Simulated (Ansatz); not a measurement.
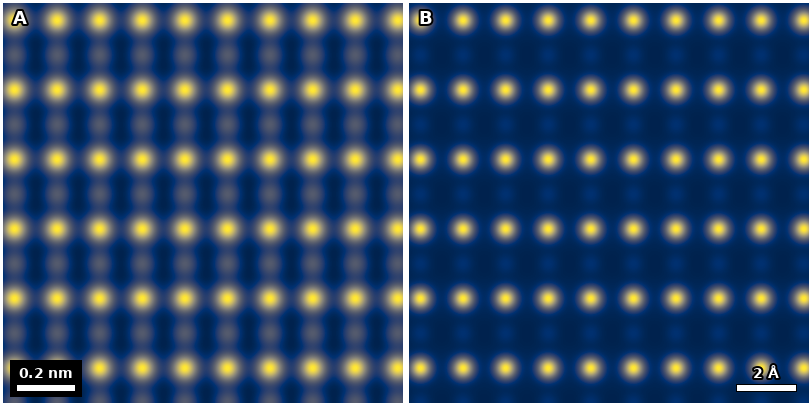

Two simulated images of the same area of GaN (Fm-3m, No. 225) along [211], with a probe of 0.58 Å. One is incoherent Z contrast (Z^1.7 per atom), the other the projected potential of neutral atoms blurred by the probe (iDPC-like, thin sample). Brightness is counted from the darkest point of the image. Model: the geometry relaxed with DFT, r2SCAN, plane waves, PAW (Ansatz 0.2.0); the starting structure was generated, so it need not be a known form of this composition.

Which panel is which, and how can one tell?

B is the Z-contrast image and A the potential image. The columns of 1 N per repeat reach about 8 % of the brightest peak (1 Ga) in B but about 31 % in A, mainly since the potential grows much more slowly with atomic number.
